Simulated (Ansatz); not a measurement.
```
Ta N
1.0
     1.82575    0.00000   -1.82575
    -1.82575    1.82575    0.00000
     6.20754    6.20754    6.20754
Ta N
3 3
Cartesian
  0.4260 2.2518 0.4260
  3.1038 3.1038 3.1038
  5.7815 5.7815 3.9558
  0.0000 0.0000 0.0000
  2.6778 2.6777 0.8520
  3.5298 5.3556 3.5298
```

Space group R-3m; computed pressure about 20 GPa in this cell.

The calculation used Ansatz, DFT PBEsol, scalar-relativistic, plane waves, PAW.

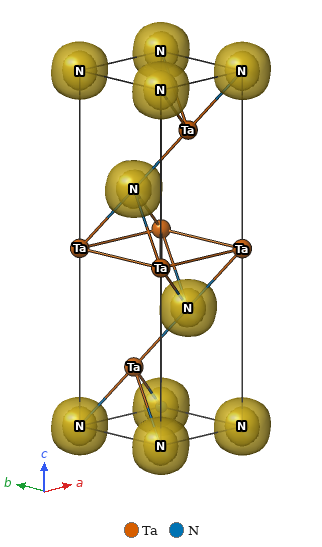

TaN. Isosurface of the electron localisation function at 0.75 (yellow), seen at an oblique angle. Core shells and regions of very low density are left out. Sticks mark near contacts.

Core electrons are frozen (PAW), and the valence fields are smoothed inside the atomic spheres.

> Where are the electrons localised?

The ELF exceeds this value in three regions wrapped around N (the valence shell of each), counted in one cell of 6 atoms. Regions shared between cells count once.

Values along the shortest contacts:
Ta–N (2.33 Å): the ELF peaks at about 0.80 in the valence shell of N, 0.7 Å from its nucleus, and is about 0.20 at the midpoint (no shared electron pair shows on this line). Ta–Ta (2.58 Å): the ELF is about 0.30 at the midpoint.

> Metal or insulator at this level of theory?

It is metallic or semimetallic at this level of theory: no gap opens; semilocal functionals without U, or without the true magnetic order, often close the gap of such compounds.
